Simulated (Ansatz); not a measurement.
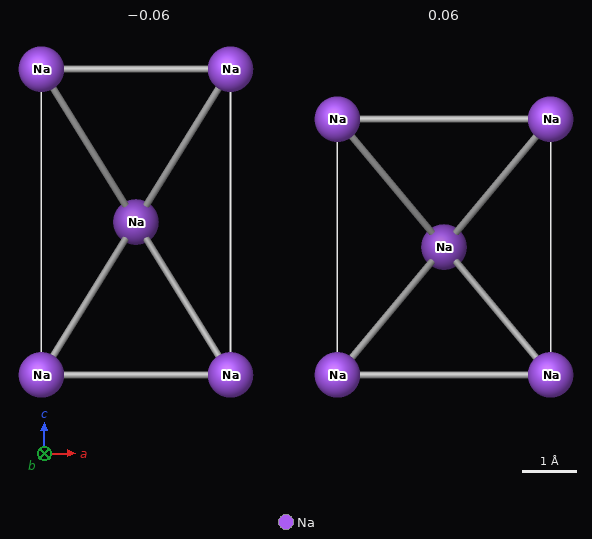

Crystalline Na (set up in I4/mmm), under biaxial strain in the a–b plane (c relaxed, atoms fixed by symmetry), with energies (extrapolated to zero smearing) counted from the relaxed crystal, which is the row at zero. The picture shows the first and the last member. A ball-and-stick model of the cell of the calculation, seen along the b axis.

Computed with Ansatz 0.2.0: DFT PBE, scalar-relativistic, plane waves, PAW. (plane-wave cutoff 420 eV; k-point mesh 12 × 12 × 8; occupations gaussian; smearing width 0.1 eV; no spin polarisation; force threshold 0.008 eV/Å)

```csv
strain,energy (meV/atom),a (Å),c (Å)
−0.06,6.80,3.526,5.702
−0.04,2.79,3.601,5.581
−0.02,0.92,3.676,5.426
0.0,0.00,3.751,5.258
0.02,?,?,?
0.04,−1.02,3.901,4.897
0.06,0.46,3.976,4.769
```

Estimate the missing row from the others, and compare with the calculation.

A parabola through three neighbouring rows (0.0, 0.04, 0.06) gives, with Lagrange weights, (0.3333)(0.00) + (1.0000)(−1.02) + (−0.3333)(0.46) = −1.17 meV/atom. The calculation gives −0.53 meV/atom (a = 3.826 Å, c = 5.008 Å). The estimate is 0.64 meV/atom too low. The miss is large: three rows don't fix the curve here, or the series isn't smooth. Some rows lie up to 1.02 meV/atom below the unstrained cell, which smearing and mesh noise or a second, shallow minimum can cause. From the first member to the last: Na–Na 3.526 → 3.976 Å, Na–Na 3.787 → 3.686 Å.

The whole series:

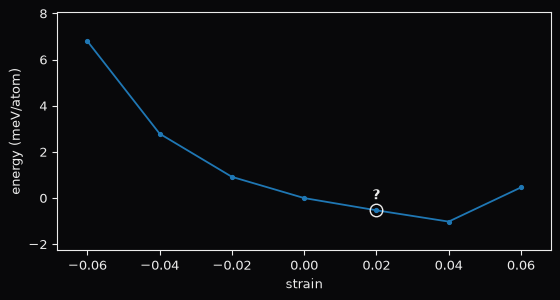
